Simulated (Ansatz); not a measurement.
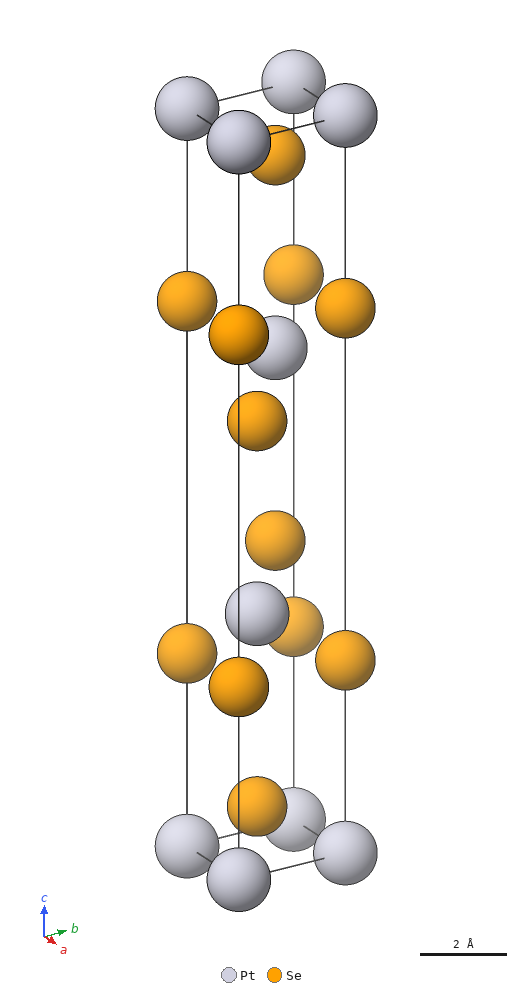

We look at a spheres-only model of the crystal slightly off an axis. Lines trace the edges of the conventional unit cell.

PtSe₂, cadmium chloride (CdCl₂) type, space group R-3m (No. 166), a = 3.787 Å, b = 3.787 Å, c = 17.731 Å, α = 90.00°, β = 90.00°, γ = 120.00°. The initial geometry was a structure type filled with these elements by a generator (whether the compound takes this form wasn't checked). The cell was then strained or its atoms displaced on purpose. It was the input of a calculation with Ansatz.

This one geometry was computed with Ansatz (DFT, plane waves, PAW) at three levels of theory: HSE06, r2SCAN and PBE.

**Which level gives the highest pressure at this volume, and what does that say about its equilibrium volume?**

Highest: PBE (-0.2 GPa), which points to the largest equilibrium volume. Lowest, with the smallest volume: HSE06 (-3.9 GPa). Levels within 0.5 GPa of each other can't be told apart.

**How does the band gap change with the level of theory?**

PBE: a gap of 0.45 eV, indirect; r2SCAN: a gap of 0.62 eV, indirect; HSE06: a gap of 0.92 eV, indirect.

**Collect the results in a table.**

| level | cutoff (eV) | k-mesh of the run's cell | gap (eV) | pressure (GPa) |
| --- | --- | --- | --- | --- |
| HSE06 | 420 | 6×6×6 | 0.92 | -3.9 |
| r2SCAN | 500 | 8×8×8 | 0.62 | -2.5 |
| PBE | 420 | 8×8×8 | 0.45 | -0.2 |

Gaps are taken on the k-mesh or band path of each run.
